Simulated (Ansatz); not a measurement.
The structure in question:

```cif
data_structure
_symmetry_space_group_name_H-M 'P 1'
_symmetry_Int_Tables_number 1
_cell_length_a 3.8249
_cell_length_b 3.8249
_cell_length_c 26.1211
_cell_angle_alpha 90.000
_cell_angle_beta 90.000
_cell_angle_gamma 120.000
_cell_volume 330.95
loop_
_atom_site_label
_atom_site_type_symbol
_atom_site_fract_x
_atom_site_fract_y
_atom_site_fract_z
_atom_site_occupancy
Si1 Si 0.66667 0.33333 0.34968 1
Si2 Si 0.33333 0.66667 0.38018 1
Si3 Si 0.33333 0.66667 0.47074 1
Si4 Si 0.66795 0.33398 0.50174 1
Si5 Si 0.43347 0.21673 0.58639 1
Si6 Si 0.27110 0.63555 0.64281 1
C1 C 0.68248 0.34124 0.65032 1
```

**Work out the structure from the coordinates.**

Formula: Si6C. It has 7 atoms to the cell (6 Si, 1 C). Each C atom is coordinated by two Si in a bent arrangement at 1.86 to 1.96 Å. The bonds build Si6C layers parallel to (001).

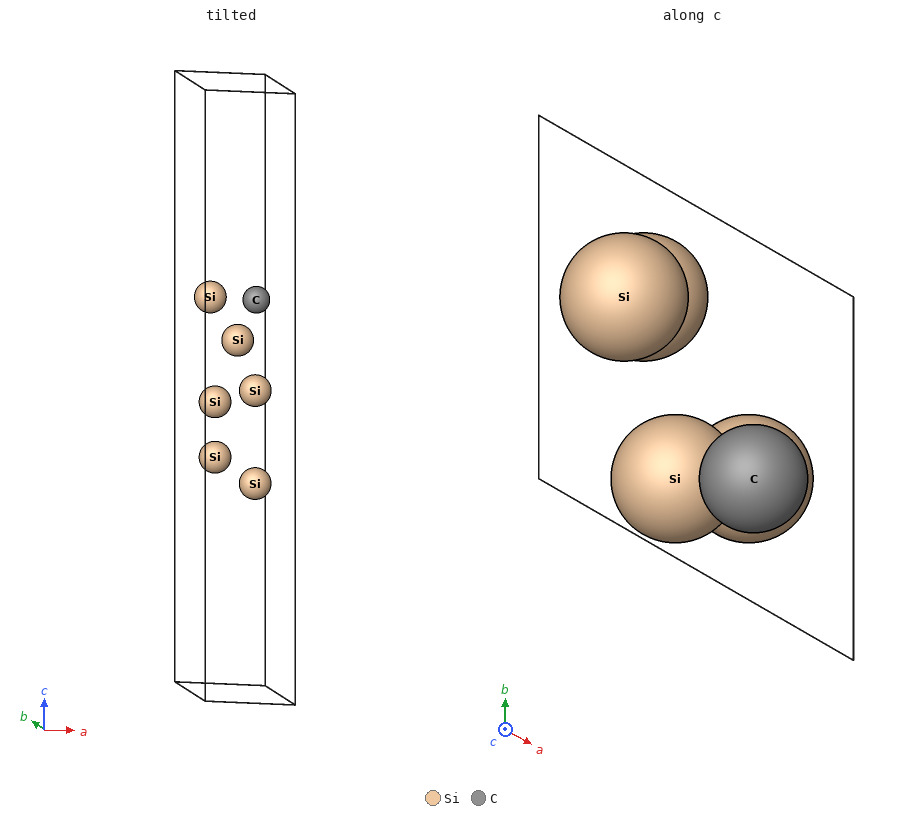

Structure drawing (spheres-only), viewed slightly off an axis and along the c axis. Lines trace the edges of the simulation cell. Colours: silicon light orange, carbon grey.

Starting structure: a structure listed in the Materials Project, from which a slab was cut and an adsorbate added. The atoms were relaxed in a fixed cell with DFT PBEsol, scalar-relativistic, plane waves, PAW (Ansatz), but for three held in place.

At this level of theory the run's own cell isn't at rest (forces up to 0.6 eV/Å), so its distances can differ from those at equilibrium, the more so the softer the solid.
